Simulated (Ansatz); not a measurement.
## Geometry relaxation, with input and output: CdS (part 3 of 3)

CdS (slab, 16 atoms in the cell); DFT PBE+D3(BJ), scalar-relativistic, plane waves, PAW, no spin polarisation (Ansatz 0.2.0); cutoff 420 eV, 2×2×1 k-mesh, Gaussian smearing of 0.05 eV. The structure derives from an entry of the Crystallography Open Database. The input holds or restrains some coordinates. It belongs to a series of runs on one base structure; here: clean slab, lower planes held.

Geometry of the input (Å; fractional positions):
```
8.2751  0.0000  0.0000
-4.1375  7.1664  0.0000
0.0000  0.0000  20.2229
S  0.5000  0.0000  0.3956
S  0.5000  0.5000  0.3956
S  0.0000  0.0000  0.3956
S  -0.0000  0.5000  0.3956
Cd 0.1667  0.8333  0.4374
Cd 0.1667  0.3333  0.4374
Cd 0.6667  0.8333  0.4374
Cd 0.6667  0.3333  0.4374
S  0.6667  0.8333  0.5626
S  0.6667  0.3333  0.5626
S  0.1667  0.8333  0.5626
S  0.1667  0.3333  0.5626
Cd 0.3333  0.6667  0.6044
Cd 0.3333  0.1667  0.6044
Cd 0.8333  0.6667  0.6044
Cd 0.8333  0.1667  0.6044
```

### Output, continued
```
--- Relaxed structure (10 steps of the walk, 10 accepted, 0 SCFs on fresh bases) ---
  F+E_penalty+E_count = -73261.98785399 eV   max|allowed force component| = 1.642e-2 eV/Å
  atoms:
    - { symbol: S, position: [0.5000000000000001, -3.469446951953615e-18, 0.3955919191000001] }
    - { symbol: S, position: [0.5000000000000001, 0.5000000000000001, 0.3955919191000001] }
    - { symbol: S, position: [-8.09537622176363e-18, -3.469446951953615e-18, 0.3955919191000001] }
    - { symbol: S, position: [0.0, 0.5000000000000001, 0.3955919191000001] }
    - { symbol: Cd, position: [0.16666666666666669, 0.8333333333333336, 0.43735515150000004] }
    - { symbol: Cd, position: [0.16666666666666666, 0.3333333333333334, 0.43735515150000004] }
    - { symbol: Cd, position: [0.6666666666666669, 0.8333333333333336, 0.43735515150000004] }
    - { symbol: Cd, position: [0.6666666666666669, 0.3333333333333334, 0.43735515150000004] }
    - { symbol: S, position: [0.6666666666666669, 0.8333333333333336, 0.5783400073993356] }
    - { symbol: S, position: [0.6666666666666669, 0.3333333333333334, 0.5783400073993356] }
    - { symbol: S, position: [0.16666666666666669, 0.8333333333333336, 0.5783400073993356] }
    - { symbol: S, position: [0.16666666666666666, 0.3333333333333334, 0.5783400073993356] }
    - { symbol: Cd, position: [0.3333333333333334, 0.6666666666666667, 0.5461915985911302] }
    - { symbol: Cd, position: [0.3333333333333335, 0.16666666666666669, 0.5461915985911302] }
    - { symbol: Cd, position: [0.8333333333333333, 0.6666666666666667, 0.5461915985911302] }
    - { symbol: Cd, position: [0.8333333333333333, 0.16666666666666669, 0.5461915985911302] }
```

### Trajectory as extended XYZ (Å, eV, eV/Å), 7 of the 10 frames kept, from step=1 to step=10
```
16
Lattice="8.2751 0.0000 0.0000 -4.1375 7.1664 0.0000 0.0000 0.0000 20.2229" Properties=species:S:1:pos:R:3:forces:R:3 step=1 energy=-73260.11934
S     4.1375    0.0000    8.0000    0.0000   0.0000   0.5841
S     2.0688    3.5832    8.0000    0.0000   0.0000   0.5841
S     0.0000    0.0000    8.0000    0.0000   0.0000   0.5841
S    -2.0688    3.5832    8.0000    0.0000   0.0000   0.5841
Cd   -2.0688    5.9720    8.8446    0.0000   0.0000  -1.2070
Cd    0.0000    2.3888    8.8446    0.0000   0.0000  -1.2070
Cd    2.0688    5.9720    8.8446    0.0000   0.0000  -1.2070
Cd    4.1375    2.3888    8.8446    0.0000   0.0000  -1.2070
S     2.0688    5.9720   11.3783    0.0000   0.0000   1.3404
S     4.1375    2.3888   11.3783    0.0000   0.0000   1.3404
S    -2.0688    5.9720   11.3783    0.0000   0.0000   1.3404
S     0.0000    2.3888   11.3783    0.0000   0.0000   1.3404
Cd    0.0000    4.7776   12.2229    0.0000   0.0000  -0.7174
Cd    2.0688    1.1944   12.2229    0.0000   0.0000  -0.7174
Cd    4.1375    4.7776   12.2229    0.0000   0.0000  -0.7174
Cd    6.2063    1.1944   12.2229    0.0000   0.0000  -0.7174
16
Lattice="8.2751 0.0000 0.0000 -4.1375 7.1664 0.0000 0.0000 0.0000 20.2229" Properties=species:S:1:pos:R:3:forces:R:3 step=3 energy=-73261.14364
S     4.1375    0.0000    8.0000    0.0000   0.0000   0.7316
S     2.0688    3.5832    8.0000    0.0000   0.0000   0.7316
S     0.0000    0.0000    8.0000    0.0000   0.0000   0.7316
S    -2.0688    3.5832    8.0000    0.0000   0.0000   0.7316
Cd   -2.0688    5.9720    8.8446    0.0000   0.0000  -0.7406
Cd    0.0000    2.3888    8.8446    0.0000   0.0000  -0.7406
Cd    2.0688    5.9720    8.8446    0.0000   0.0000  -0.7406
Cd    4.1375    2.3888    8.8446    0.0000   0.0000  -0.7406
S     2.0688    5.9720   11.6496    0.0000   0.0000   0.1551
S     4.1375    2.3888   11.6496    0.0000   0.0000   0.1551
S    -2.0688    5.9720   11.6496    0.0000   0.0000   0.1551
S     0.0000    2.3888   11.6496    0.0000   0.0000   0.1551
Cd    0.0000    4.7776   12.0203    0.0000   0.0000  -0.1461
Cd    2.0688    1.1944   12.0203    0.0000   0.0000  -0.1461
Cd    4.1375    4.7776   12.0203    0.0000   0.0000  -0.1461
Cd    6.2063    1.1944   12.0203    0.0000   0.0000  -0.1461
16
Lattice="8.2751 0.0000 0.0000 -4.1375 7.1664 0.0000 0.0000 0.0000 20.2229" Properties=species:S:1:pos:R:3:forces:R:3 step=4 energy=-73261.23609
S     4.1375    0.0000    8.0000    0.0000   0.0000   0.7532
S     2.0688    3.5832    8.0000    0.0000   0.0000   0.7532
S     0.0000    0.0000    8.0000    0.0000   0.0000   0.7532
S    -2.0688    3.5832    8.0000    0.0000   0.0000   0.7532
Cd   -2.0688    5.9720    8.8446    0.0000   0.0000  -0.7606
Cd    0.0000    2.3888    8.8446    0.0000   0.0000  -0.7606
Cd    2.0688    5.9720    8.8446    0.0000   0.0000  -0.7606
Cd    4.1375    2.3888    8.8446    0.0000   0.0000  -0.7606
S     2.0688    5.9720   11.6655    0.0000   0.0000   0.1154
S     4.1375    2.3888   11.6655    0.0000   0.0000   0.1154
S    -2.0688    5.9720   11.6655    0.0000   0.0000   0.1154
S     0.0000    2.3888   11.6655    0.0000   0.0000   0.1154
Cd    0.0000    4.7776   11.8332    0.0000   0.0000  -0.1082
Cd    2.0688    1.1944   11.8332    0.0000   0.0000  -0.1082
Cd    4.1375    4.7776   11.8332    0.0000   0.0000  -0.1082
Cd    6.2063    1.1944   11.8332    0.0000   0.0000  -0.1082
16
Lattice="8.2751 0.0000 0.0000 -4.1375 7.1664 0.0000 0.0000 0.0000 20.2229" Properties=species:S:1:pos:R:3:forces:R:3 step=5 energy=-73261.41336
S     4.1375    0.0000    8.0000    0.0000   0.0000   0.8363
S     2.0688    3.5832    8.0000    0.0000   0.0000   0.8363
S     0.0000    0.0000    8.0000    0.0000   0.0000   0.8363
S    -2.0688    3.5832    8.0000    0.0000   0.0000   0.8363
Cd   -2.0688    5.9720    8.8446    0.0000   0.0000  -0.7491
Cd    0.0000    2.3888    8.8446    0.0000   0.0000  -0.7491
Cd    2.0688    5.9720    8.8446    0.0000   0.0000  -0.7491
Cd    4.1375    2.3888    8.8446    0.0000   0.0000  -0.7491
S     2.0688    5.9720   11.7408    0.0000   0.0000   0.1795
S     4.1375    2.3888   11.7408    0.0000   0.0000   0.1795
S    -2.0688    5.9720   11.7408    0.0000   0.0000   0.1795
S     0.0000    2.3888   11.7408    0.0000   0.0000   0.1795
Cd    0.0000    4.7776   11.6382    0.0000   0.0000  -0.2667
Cd    2.0688    1.1944   11.6382    0.0000   0.0000  -0.2667
Cd    4.1375    4.7776   11.6382    0.0000   0.0000  -0.2667
Cd    6.2063    1.1944   11.6382    0.0000   0.0000  -0.2667
16
Lattice="8.2751 0.0000 0.0000 -4.1375 7.1664 0.0000 0.0000 0.0000 20.2229" Properties=species:S:1:pos:R:3:forces:R:3 step=7 energy=-73261.86425
S     4.1375    0.0000    8.0000    0.0000   0.0000   0.7557
S     2.0688    3.5832    8.0000    0.0000   0.0000   0.7557
S     0.0000    0.0000    8.0000    0.0000   0.0000   0.7557
S    -2.0688    3.5832    8.0000    0.0000   0.0000   0.7557
Cd   -2.0688    5.9720    8.8446    0.0000   0.0000  -0.4713
Cd    0.0000    2.3888    8.8446    0.0000   0.0000  -0.4713
Cd    2.0688    5.9720    8.8446    0.0000   0.0000  -0.4713
Cd    4.1375    2.3888    8.8446    0.0000   0.0000  -0.4713
S     2.0688    5.9720   11.8894    0.0000   0.0000  -0.2784
S     4.1375    2.3888   11.8894    0.0000   0.0000  -0.2784
S    -2.0688    5.9720   11.8894    0.0000   0.0000  -0.2784
S     0.0000    2.3888   11.8894    0.0000   0.0000  -0.2784
Cd    0.0000    4.7776   11.2467    0.0000   0.0000  -0.0057
Cd    2.0688    1.1944   11.2467    0.0000   0.0000  -0.0057
Cd    4.1375    4.7776   11.2467    0.0000   0.0000  -0.0057
Cd    6.2063    1.1944   11.2467    0.0000   0.0000  -0.0057
16
Lattice="8.2751 0.0000 0.0000 -4.1375 7.1664 0.0000 0.0000 0.0000 20.2229" Properties=species:S:1:pos:R:3:forces:R:3 step=9 energy=-73261.98576
S     4.1375    0.0000    8.0000    0.0000   0.0000   0.6476
S     2.0688    3.5832    8.0000    0.0000   0.0000   0.6476
S     0.0000    0.0000    8.0000    0.0000   0.0000   0.6476
S    -2.0688    3.5832    8.0000    0.0000   0.0000   0.6476
Cd   -2.0688    5.9720    8.8446    0.0000   0.0000  -0.6435
Cd    0.0000    2.3888    8.8446    0.0000   0.0000  -0.6435
Cd    2.0688    5.9720    8.8446    0.0000   0.0000  -0.6435
Cd    4.1375    2.3888    8.8446    0.0000   0.0000  -0.6435
S     2.0688    5.9720   11.6977    0.0000   0.0000   0.0433
S     4.1375    2.3888   11.6977    0.0000   0.0000   0.0433
S    -2.0688    5.9720   11.6977    0.0000   0.0000   0.0433
S     0.0000    2.3888   11.6977    0.0000   0.0000   0.0433
Cd    0.0000    4.7776   11.0802    0.0000   0.0000  -0.0474
Cd    2.0688    1.1944   11.0802    0.0000   0.0000  -0.0474
Cd    4.1375    4.7776   11.0802    0.0000   0.0000  -0.0474
Cd    6.2063    1.1944   11.0802    0.0000   0.0000  -0.0474
16
Lattice="8.2751 0.0000 0.0000 -4.1375 7.1664 0.0000 0.0000 0.0000 20.2229" Properties=species:S:1:pos:R:3:forces:R:3 step=10 energy=-73261.98785
S     4.1375    0.0000    8.0000    0.0000   0.0000   0.6253
S     2.0688    3.5832    8.0000    0.0000   0.0000   0.6253
S     0.0000    0.0000    8.0000    0.0000   0.0000   0.6253
S    -2.0688    3.5832    8.0000    0.0000   0.0000   0.6253
Cd   -2.0688    5.9720    8.8446    0.0000   0.0000  -0.6306
Cd    0.0000    2.3888    8.8446    0.0000   0.0000  -0.6306
Cd    2.0688    5.9720    8.8446    0.0000   0.0000  -0.6306
Cd    4.1375    2.3888    8.8446    0.0000   0.0000  -0.6306
S     2.0688    5.9720   11.6957    0.0000   0.0000  -0.0111
S     4.1375    2.3888   11.6957    0.0000   0.0000  -0.0111
S    -2.0688    5.9720   11.6957    0.0000   0.0000  -0.0111
S     0.0000    2.3888   11.6957    0.0000   0.0000  -0.0111
Cd    0.0000    4.7776   11.0456    0.0000   0.0000   0.0164
Cd    2.0688    1.1944   11.0456    0.0000   0.0000   0.0164
Cd    4.1375    4.7776   11.0456    0.0000   0.0000   0.0164
Cd    6.2063    1.1944   11.0456    0.0000   0.0000   0.0164
```

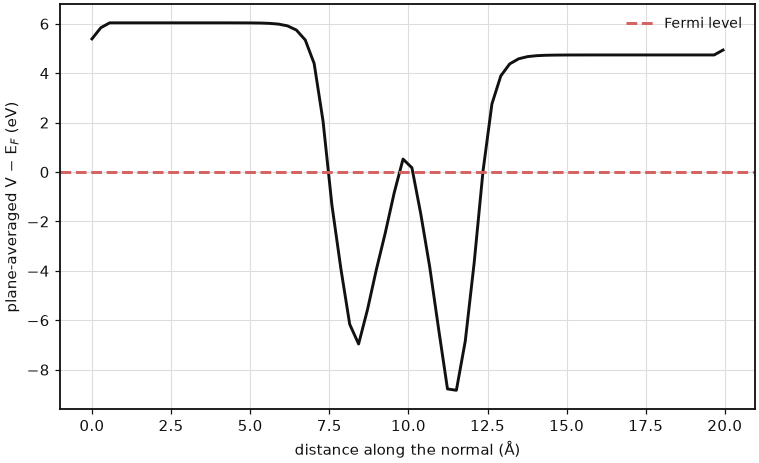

**Figure 1.** Plane average of the electrostatic potential energy of an electron across the cell, from the Fermi level. The vacuum level lies 4.74 eV above the Fermi level on the upper side and 6.04 eV on the lower.

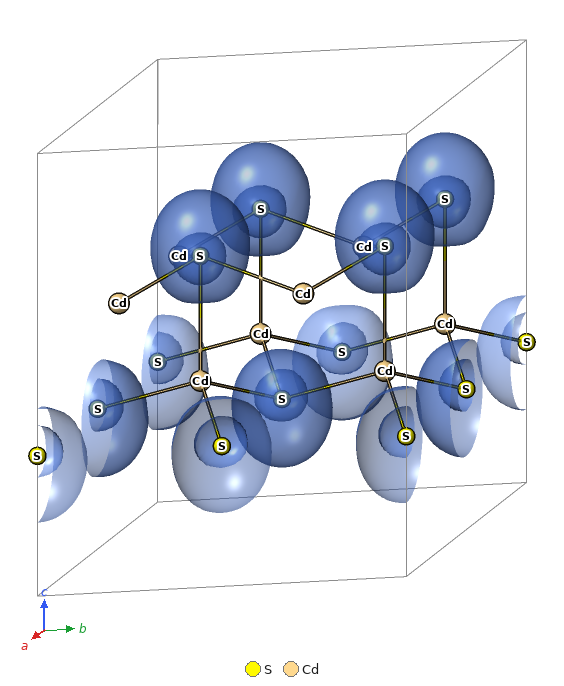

**Figure 2.** Isosurface of the electron localisation function at 0.75 (blue), seen slightly off an axis. Only the valence region is drawn (cores and ρ < 0.01 e/Å³ removed). Sticks mark near contacts. Counts are for one cell; the picture repeats the cell along the surface. Profiles from the grid: Cd–S (2.48 Å): the ELF is about 0.35 at the midpoint. Cd–S (2.53 Å): the ELF is about 0.35 at the midpoint. Core electrons are frozen (PAW), so the fields are smoothed inside the atomic spheres.

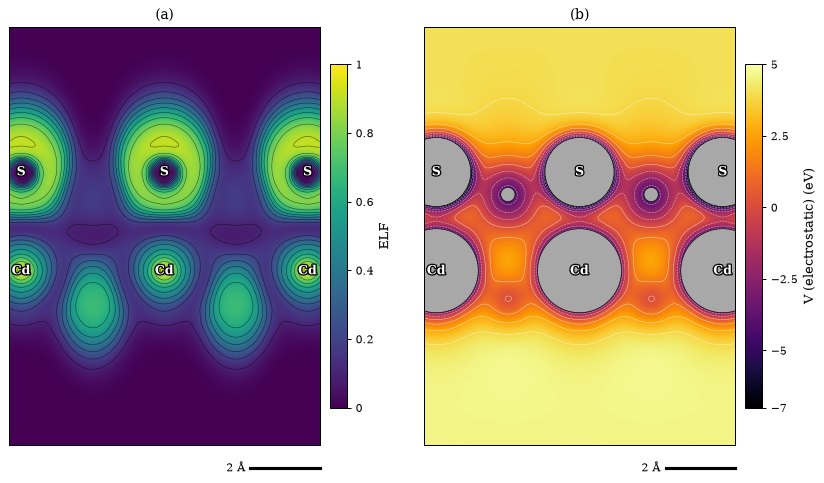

**Figure 3.** (a) electron localisation function; (b) electrostatic potential energy of an electron on the (010) plane of the calculation cell, a cut from vacuum to vacuum. Grey discs, where drawn, cover atomic cores. The plane passes through Cd and S nuclei. Cd–S (2.85 Å): the ELF peaks at about 0.80 in the valence shell of S, 0.9 Å from its nucleus, and drops to about 0.10 between the two atoms. The strong features right at Cd lie inside the PAW spheres (semicore, d or f shells) and say nothing about bonding.

### Summary

| quantity | value |
| --- | --- |
| outcome | converged under the restraints of the input |
| electrons treated | 208 |
| free energy | −73261.9879 eV |
| work function, top face | 4.74 eV |
| work function, bottom face | 6.04 eV |
| Fermi energy | −1.051 eV |
| gap on the k-point mesh | 1.05 eV |
| final volume | 1199.27 Å³ |
| work function (upper face) | 4.74 eV |
| largest force (length of the vector) at the end, held atoms and coordinates included | 0.631 eV/Å |
| wall time | 57 s (CPU time 3.6 min) |
| peak memory | 1.7 GiB |
